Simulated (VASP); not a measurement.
# Run report: SrCl₂, geometry relaxation (part 2 of 2)

SrCl₂ (3 atoms in the cell); Kohn-Sham DFT of a periodic cell, PBEsol, VASP PAW PBE potentials, recommended, no spin polarisation (VASP 6.6.1); cutoff 600 eV, 8×8×8 k-mesh, Gaussian smearing of 0.03 eV. The structure derives from an entry of the Crystallography Open Database.

Geometry of the input (Å; fractional positions):
```
0.0000  3.4884  3.4884
3.4884  0.0000  3.4884
3.4884  3.4884  0.0000
Sr 0.0000  0.0000  0.0000
Cl 0.2500  0.2500  0.2500
Cl 0.7500  0.7500  0.7500
```

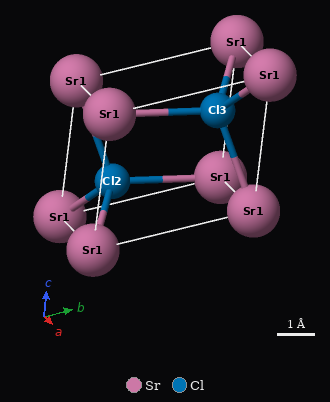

*The geometry at step 1 of the log (ball-and-stick view of the cell of the calculation, seen slightly off an axis; atoms are numbered from 1 in the order of the input).*

### Parts of OUTCAR, continued
```
   k-points           NKPTS =     29   k-points in BZ     NKDIM =     29   number of bands    NBANDS=     16
   number of dos      NEDOS =    301   number of ions     NIONS =      3
   total plane-waves  NPLWV =  64000
   dimension x,y,z NGX =    40 NGY =   40 NGZ =   40
   dimension x,y,z NGXF=    80 NGYF=   80 NGZF=   80
   ions per type =               1   2
   NGX,Y,Z   is equivalent  to a cutoff of  13.48, 13.48, 13.48 a.u.
   NGXF,Y,Z  is equivalent  to a cutoff of  26.96, 26.96, 26.96 a.u.
 SYSTEM =  unknown system
   PREC   = accura    normal or accurate (medium, high low for compatibility)
   ISTART =      0    job   : 0-new  1-cont  2-samecut
   ICHARG =      2    charge: 1-file 2-atom 10-const
   ISPIN  =      1    spin polarized calculation?
   LNONCOLLINEAR =      F non collinear calculations
   LSORBIT =      F    spin-orbit coupling
   LASPH  =      T    aspherical Exc in radial PAW
   ENCUT  =  600.0 eV  44.10 Ry    6.64 a.u.   9.85  9.85  9.85*2*pi/ulx,y,z
   NELM   =     80;   NELMIN=  2; NELMDL= -5     # of ELM steps
   EDIFF  = 0.1E-05   stopping-criterion for ELM
   LREAL  =      F    real-space projection
   EDIFFG = -.1E-01   stopping-criterion for IOM
   NSW    =     90    number of steps for IOM
   IBRION =      2    ionic relax: 0-MD 1-quasi-New 2-CG
   NFREE  =      1    steps in history (QN), initial steepest desc. (CG)
   ISIF   =      3    stress and relaxation
   ISYM   =      2    0-nonsym 1-usesym 2-fastsym
   POTIM  = 0.5000    time-step for ionic-motion
   TEBEG  =    0.0;   TEEND  =   0.0 temperature during run
   PSTRESS=    0.0 pullay stress
   NELECT =      24.0000    total number of electrons
   NUPDOWN=      -1.0000    fix difference up-down
   EMIN   =  10.00;   EMAX   =-10.00  energy-range for DOS
   EFERMI =   0.00;   METHOD = LEGACY
   ISMEAR =     0;   SIGMA  =   0.03  broadening in eV -4-tet -1-fermi 0-gaus
   EFERMI_NEDOS =   21; number of points for ismear=-14 and -15
   IALGO  =     38    algorithm
   IMIX   =      4    mixing-type and parameters
     AMIX     =   0.40;   BMIX     =  1.00
     AMIX_MAG =   1.60;   BMIX_MAG =  1.00
  volume/ion in A,a.u.               =      28.30       190.97
  Fermi-wavevector in a.u.,A,eV,Ry     =   1.074439  2.030396 15.706833  1.154420
  Thomas-Fermi vector in A             =   2.210267
   LORBIT       =      0    0 simple, 1 ext, 2 COOP (PROOUT), +10 PAW based schemes
   GGA     = PS    functional components
   LHFCALC =     F    Hartree Fock is set to
   AEXX    =    0.0000 exact exchange contribution
   IVDW    =     0    specifies the selected vdW correction
   LEPSILON=     F    determine dielectric tensor
   LRPA    =     F    only Hartree local field effects (RPA)
 conjugate gradient relaxation of ions
 non-spin polarized calculation
 Gauss-broadening in eV      SIGMA  =   0.03
  energy-cutoff  :      600.00
  volume of cell :       84.90
 maximum number of plane-waves:      2874
   NGX = 19   NGY = 19   NGZ = 19

--------------------------------------- Ionic step        1  -------------------------------------------

 number of electron      24.0000003 magnetization

 Free energy of the ion-electron system (eV)
  ---------------------------------------------------
  ext. energy  EPLUGINS =         0.00000000
  ---------------------------------------------------
  free energy    TOTEN  =       -13.33701974 eV

  energy without entropy =      -13.33701974  energy(sigma->0) =      -13.33701974

------------------------ aborting loop because EDIFF is reached ----------------------------------------

  FORCE on cell =-STRESS in cart. coord.  units (eV):
  Direction    XX          YY          ZZ          XY          YZ          ZX
  --------------------------------------------------------------------------------------
  -------------------------------------------------------------------------------------
  Total       -0.4793773     -0.4793773     -0.4793773      0.0000000      0.0000000     -0.0000000
  in kB       -9.0468600     -9.0468600     -9.0468600      0.0000000      0.0000000     -0.0000000
  external PRESSURE =      -9.0468600 kB  Pullay stress =       0.0000000 kB

 VOLUME and BASIS-vectors are now :
 -----------------------------------------------------------------------------
  energy-cutoff  :      600.00
  volume of cell :       84.90
      direct lattice vectors                 reciprocal lattice vectors
     0.000000000  3.488350000  3.488350000    -0.143334241  0.143334241  0.143334241
     3.488350000  0.000000000  3.488350000     0.143334241 -0.143334241  0.143334241
     3.488350000  3.488350000  0.000000000     0.143334241  0.143334241 -0.143334241

 POSITION                                       TOTAL-FORCE (eV/Angst)
 -----------------------------------------------------------------------------------
      0.00000      0.00000      0.00000        -0.000000     -0.000000     -0.000000
      1.74418      1.74418      1.74418        -0.000000     -0.000000     -0.000000
      5.23252      5.23252      5.23252         0.000000      0.000000      0.000000
 -----------------------------------------------------------------------------------
    total drift:                               -0.000000     -0.000000      0.000000

  FREE ENERGIE OF THE ION-ELECTRON SYSTEM (eV)
  ---------------------------------------------------
  free  energy   TOTEN  =       -13.3370197356 eV

  energy  without entropy=      -13.3370197356  energy(sigma->0) =      -13.33701974

--------------------------------------- Ionic step        2  -------------------------------------------

 number of electron      24.0000003 magnetization

------------------------ aborting loop because EDIFF is reached ----------------------------------------

  FORCE on cell =-STRESS in cart. coord.  units (eV):
  Direction    XX          YY          ZZ          XY          YZ          ZX
  --------------------------------------------------------------------------------------
  -------------------------------------------------------------------------------------
  Total       -0.0361968     -0.0361968     -0.0361968     -0.0000000      0.0000000     -0.0000000
  in kB       -0.6991543     -0.6991543     -0.6991543     -0.0000000      0.0000000     -0.0000000
  external PRESSURE =      -0.6991543 kB  Pullay stress =       0.0000000 kB

 VOLUME and BASIS-vectors are now :
 -----------------------------------------------------------------------------
  energy-cutoff  :      600.00
  volume of cell :       82.95
      direct lattice vectors                 reciprocal lattice vectors
     0.000000000  3.461458970  3.461458970    -0.144447762  0.144447762  0.144447762
     3.461458970  0.000000000  3.461458970     0.144447762 -0.144447762  0.144447762
     3.461458970  3.461458970 -0.000000000     0.144447762  0.144447762 -0.144447762

 POSITION                                       TOTAL-FORCE (eV/Angst)
 -----------------------------------------------------------------------------------
      3.46146      6.92292      3.46146         0.000000      0.000000     -0.000000
      1.73073      1.73073      1.73073        -0.000000     -0.000000      0.000000
      5.19219      5.19219      5.19219         0.000000     -0.000000     -0.000000
 -----------------------------------------------------------------------------------
    total drift:                               -0.000000     -0.000000      0.000000

  FREE ENERGIE OF THE ION-ELECTRON SYSTEM (eV)
  ---------------------------------------------------
  free  energy   TOTEN  =       -13.3430323929 eV

  energy  without entropy=      -13.3430323929  energy(sigma->0) =      -13.34303239

--------------------------------------- Ionic step        3  -------------------------------------------

 number of electron      24.0000003 magnetization

 Free energy of the ion-electron system (eV)
  ---------------------------------------------------
  ext. energy  EPLUGINS =         0.00000000
  ---------------------------------------------------
  free energy    TOTEN  =       -13.34306533 eV

  energy without entropy =      -13.34306533  energy(sigma->0) =      -13.34306533

 E-fermi :   0.4284     XC(G=0):  -8.6027     alpha+bet : -8.6224

 val. band max:        0.2501641866   @ k =   0.5000   0.5000   0.0000
 cond. band min:       5.4758870633   @ k =   0.0000   0.0000   0.0000
 fundamental gap:      5.2257228767
 Fermi energy:         0.4283708737

 k-point     1 :       0.0000    0.0000    0.0000
  band No.  band energies     occupation
      1     -32.4705      2.00000
      2     -14.4987      2.00000
      3     -14.4987      2.00000
      4     -14.4987      2.00000
      5     -13.1268      2.00000
      6     -12.2057      2.00000
      7      -2.0097      2.00000
      8      -2.0097      2.00000
      9      -2.0097      2.00000
     10      -0.1037      2.00000
     11      -0.1037      2.00000
     12      -0.1037      2.00000
     13       5.4759      0.00000
     14       6.2097      0.00000
     15       6.2097      0.00000
     16       9.1671      0.00000

 k-point     2 :       0.1250    0.0000    0.0000
  band No.  band energies     occupation
      1     -32.4699      2.00000
      2     -14.5682      2.00000
      3     -14.5012      2.00000
      4     -14.5012      2.00000
      5     -13.0173      2.00000
      6     -12.2432      2.00000
      7      -1.9483      2.00000
      8      -1.9483      2.00000
      9      -1.8913      2.00000
     10      -0.3050      2.00000
     11      -0.1976      2.00000
     12      -0.1976      2.00000
     13       5.8423      0.00000
     14       6.3462      0.00000
     15       6.3462      0.00000
     16       8.4377      0.00000

 k-point     3 :       0.2500    0.0000    0.0000
  band No.  band energies     occupation
      1     -32.4686      2.00000
      2     -14.7024      2.00000
      3     -14.5070      2.00000
      4     -14.5070      2.00000
      5     -12.8062      2.00000
      6     -12.3080      2.00000
      7      -1.7806      2.00000
      8      -1.7806      2.00000
      9      -1.6117      2.00000
     10      -0.7310      2.00000
     11      -0.4308      2.00000
     12      -0.4308      2.00000
     13       6.6133      0.00000
     14       6.6314      0.00000
     15       6.6314      0.00000
     16       7.9765      0.00000

 k-point     4 :       0.3750    0.0000    0.0000
  band No.  band energies     occupation
      1     -32.4672      2.00000
      2     -14.8078      2.00000
      3     -14.5127      2.00000
      4     -14.5127      2.00000
      5     -12.7014      2.00000
      6     -12.2877      2.00000
      7      -1.5593      2.00000
      8      -1.5593      2.00000
      9      -1.3619      2.00000
     10      -1.0835      2.00000
     11      -0.7018      2.00000
     12      -0.7018      2.00000
     13       6.8271      0.00000
     14       6.8271      0.00000
     15       7.1492      0.00000
     16       8.4520      0.00000

 k-point     5 :       0.5000    0.0000    0.0000
  band No.  band energies     occupation
      1     -32.4666      2.00000
      2     -14.8457      2.00000
      3     -14.5151      2.00000
      4     -14.5151      2.00000
      5     -12.6979      2.00000
      6     -12.2427      2.00000
      7      -1.4241      2.00000
      8      -1.4241      2.00000
      9      -1.3354      2.00000
     10      -1.1460      2.00000
     11      -0.8535      2.00000
     12      -0.8535      2.00000
     13       6.8739      0.00000
     14       6.8739      0.00000
     15       7.7500      0.00000
     16       7.9868      0.00000

 [... the levels of 18 k-points are left out ...]

 k-point    24 :      -0.3750    0.2500    0.1250
  band No.  band energies     occupation
      1     -32.4660      2.00000
      2     -14.7983      2.00000
      3     -14.6373      2.00000
      4     -14.5240      2.00000
      5     -12.5312      2.00000
      6     -12.3105      2.00000
      7      -1.9954      2.00000
      8      -1.9124      2.00000
      9      -1.2351      2.00000
     10      -0.9657      2.00000
     11      -0.3397      2.00000
     12      -0.3186      2.00000
     13       6.4517      0.00000
     14       7.0930      0.00000
     15       7.6093      0.00000
     16       7.9444      0.00000

 [... further k-points ...]

------------------------ aborting loop because EDIFF is reached ----------------------------------------

  FORCE on cell =-STRESS in cart. coord.  units (eV):
  Direction    XX          YY          ZZ          XY          YZ          ZX
  --------------------------------------------------------------------------------------
  -------------------------------------------------------------------------------------
  Total        0.0005594      0.0005594      0.0005594      0.0000000      0.0000000     -0.0000000
  in kB        0.0108247      0.0108247      0.0108247      0.0000000      0.0000000     -0.0000000
  external PRESSURE =       0.0108247 kB  Pullay stress =       0.0000000 kB

 VOLUME and BASIS-vectors are now :
 -----------------------------------------------------------------------------
  energy-cutoff  :      600.00
  volume of cell :       82.80
      direct lattice vectors                 reciprocal lattice vectors
     0.000000000  3.459331150  3.459331150    -0.144536611  0.144536611  0.144536611
     3.459331150  0.000000000  3.459331150     0.144536611 -0.144536611  0.144536611
     3.459331150  3.459331150 -0.000000000     0.144536611  0.144536611 -0.144536611

 POSITION                                       TOTAL-FORCE (eV/Angst)
 -----------------------------------------------------------------------------------
      0.00000      0.00000      0.00000        -0.000000     -0.000000     -0.000000
      1.72967      1.72967      1.72967         0.000000      0.000000      0.000000
      5.18900      5.18900      5.18900         0.000000      0.000000     -0.000000
 -----------------------------------------------------------------------------------
    total drift:                               -0.000000     -0.000000      0.000000

  FREE ENERGIE OF THE ION-ELECTRON SYSTEM (eV)
  ---------------------------------------------------
  free  energy   TOTEN  =       -13.3430653314 eV

  energy  without entropy=      -13.3430653314  energy(sigma->0) =      -13.34306533

 reached required accuracy - stopping structural energy minimisation
```

### CONTCAR
```
SrCl2
   1.00000000000000
     0.0000000000000000    3.4593311495777659    3.4593311495777659
     3.4593311495777659    0.0000000000000000    3.4593311495777659
     3.4593311495777659    3.4593311495777659   -0.0000000000000000
  Sr              Cl
     1     2
Direct
     0.0000000000000000    0.0000000000000000    0.0000000000000000
     0.2500000000000000    0.2500000000000000    0.2500000000000000
     0.7500000000000000    0.7500000000000000    0.7500000000000000

  0.00000000E+00  0.00000000E+00  0.00000000E+00
  0.00000000E+00  0.00000000E+00  0.00000000E+00
  0.00000000E+00  0.00000000E+00  0.00000000E+00
```

### Trajectory as extended XYZ (Å, eV, eV/Å), 3 frames, from step=0 to step=2
```
3
Lattice="0.0000 3.4884 3.4884 3.4884 0.0000 3.4884 3.4884 3.4884 0.0000" Properties=species:S:1:pos:R:3:forces:R:3 step=0 energy=-13.33702
Sr    0.0000    0.0000    0.0000    0.0000   0.0000   0.0000
Cl    1.7442    1.7442    1.7442    0.0000   0.0000   0.0000
Cl    5.2325    5.2325    5.2325    0.0000   0.0000   0.0000
3
Lattice="0.0000 3.4615 3.4615 3.4615 0.0000 3.4615 3.4615 3.4615 -0.0000" Properties=species:S:1:pos:R:3:forces:R:3 step=1 energy=-13.34303
Sr    3.4615    6.9229    3.4615    0.0000   0.0000   0.0000
Cl    1.7307    1.7307    1.7307    0.0000   0.0000   0.0000
Cl    5.1922    5.1922    5.1922    0.0000   0.0000   0.0000
3
Lattice="0.0000 3.4593 3.4593 3.4593 0.0000 3.4593 3.4593 3.4593 -0.0000" Properties=species:S:1:pos:R:3:forces:R:3 step=2 energy=-13.34307
Sr    0.0000    0.0000    0.0000    0.0000   0.0000   0.0000
Cl    1.7297    1.7297    1.7297    0.0000   0.0000   0.0000
Cl    5.1890    5.1890    5.1890    0.0000   0.0000   0.0000
```
